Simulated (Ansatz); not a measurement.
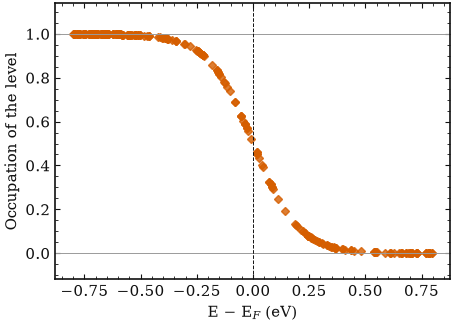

Occupations of the one-electron levels of the k mesh against their energy, from a run on Co, space group P6_3/mmc, 2 atoms in the cell, with Ansatz.

Name the smearing function and its width.

Answer. Fermi-Dirac smearing with a width of 0.1 eV. The occupations stay between 0 and 1 and have long exponential tails; the slope at the Fermi level is 1/(4 × width).
